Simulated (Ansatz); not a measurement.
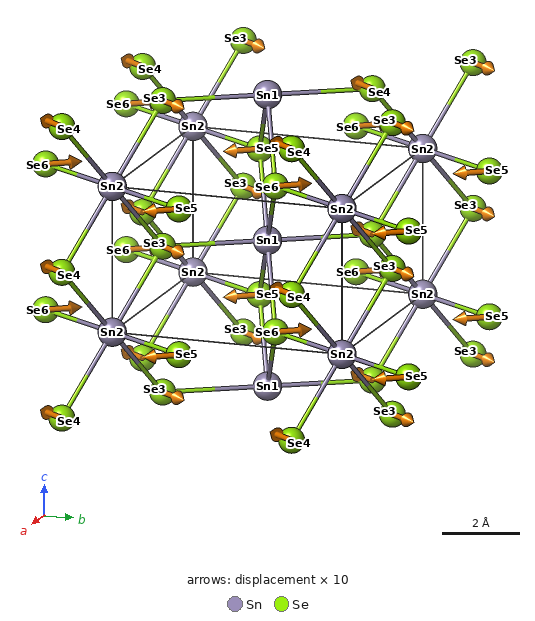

A relaxation of a crystal of SnSe₂ (built on the MgF2-58 type type). The starting structure is drawn; orange arrows show the displacements (the part carried along by the change of the cell is left out), magnified 10 times.

The picture is a ball-and-stick view of the cell of the calculation, seen slightly off an axis.

These are results of Ansatz, DFT, r2SCAN+rVV10, plane waves, PAW, not measurements. Settings: plane-wave cutoff 500 eV; k-point mesh 4 × 4 × 6; occupations fermi dirac; smearing width 0.03 eV; no spin polarisation; cell and atoms relaxed; force threshold 0.01 eV/Å; at most 120 steps.

Which element moves most?

Selenium: up to 0.10 Å, against 0.00 Å for tin.

What happened in the run?

After 5 accepted moves (6 points after the start) the energy has fallen by 32.7 meV per cell of the calculation. Largest force component: 0.17 eV/Å at the start, 0.003 eV/Å at the end. Pressure: −0.05 GPa at the start and 0.00 GPa at the end. At 1 point the geometry stayed and the basis and grid were re-selected for the new cell (energy shift of 0.1 meV per cell of the calculation at most each time). The largest moves relative to the cell, 0.10 Å, are those of Se3, Se4, Se5 and Se6. Se6 goes along [−2 3 0]. Sn stays in place. The drawn cell changes as follows: a 6.213 → 6.156 Å (−0.9 %), b 6.365 → 6.524 Å (+2.5 %), c 3.944 → 3.923 Å (−0.5 %); the volume changes by +1.0 %. Some distances before and after: Sn1–Se5 2.687 → 2.668 Å, Sn1–Se3 2.794 → 2.799 Å. The space group stays Pnnm (No. 58).
